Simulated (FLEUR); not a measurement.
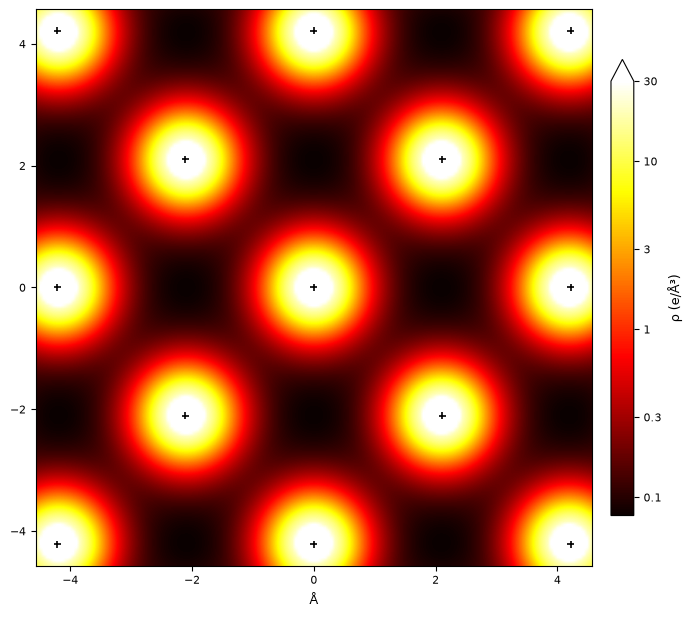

The total electron density on a plane through atoms (crosses mark nuclei in the plane).

Method: Kohn-Sham DFT of a periodic cell, PBEsol, all-electron in FLEUR.

Candidates:
A. WS2, a = 3.16 Å, b = 3.16 Å, c = 18.49 Å, α = 90.00°, β = 90.00°, γ = 120.00°. Space group R3m; not relaxed (largest force 0.6 eV/Å).
B. Cu, a = 3.62 Å, b = 3.62 Å, c = 3.62 Å, α = 90.00°, β = 90.00°, γ = 90.00°. Space group Fm-3m.
C. Ag, a = 4.22 Å, b = 4.22 Å, c = 4.22 Å, α = 90.00°, β = 90.00°, γ = 90.00°. Space group Fm-3m.

Question: Which system is this?

Answer: Candidate C: Ag on the (010) plane of the conventional cell, which holds Ag. Ag–Ag (2.98 Å): ρ is about 0.18 e/Å³ halfway.
